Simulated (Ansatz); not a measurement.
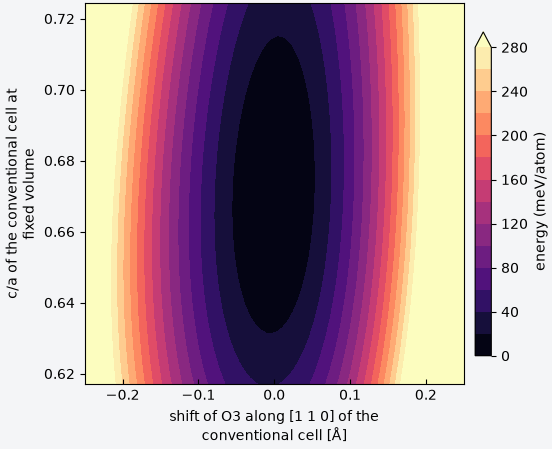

Energy landscape of SnO2 (P4_2/mnm, No. 136; 6 atoms in the cell). The energy is mapped over a free internal coordinate and the cell. Coordinates scanned: (1) shift of O3 along [1 1 0] of the conventional cell, Cartesian (0.71 0.71 0), its symmetry partners moved as symmetry demands (measured in the relaxed cell); (2) c/a of the conventional cell at fixed volume. Nothing is relaxed (all other coordinates fixed). Grid: 11 × 11 points. Points are written as (first, second). Energies: meV/atom, counted from the lowest grid point. Level of theory: DFT PBE, scalar-relativistic, plane waves, PAW in Ansatz 0.2.0. Settings: cutoff 520 eV, k-mesh 6×6×8 in the order of the run's cell vectors, gaussian smearing 0.05 eV, no spin polarisation.

The picture shows filled contours, one colour for all values above the top of the scale. Between grid points the surface is interpolated. 

Summarise what can be read from the map.

The lowest grid point is at (0.00 Å, 0.671). It is the only kind of minimum in the scanned range. The highest grid point, (0.25 Å, 0.617), lies 615 meV/atom above the lowest.

Each point was launched as `ansatz run input.yaml --threads 2 --pin off --max-ram 4096MiB --backend cpu --events-out ev --progress --plain --runs-dir out`. The whole map (121 points run) took 5.7 min on 2 threads of AMD EPYC 9R45 96-Core Processor (Zen 5), with other jobs on the host.

PAW datasets: the set soft_1.
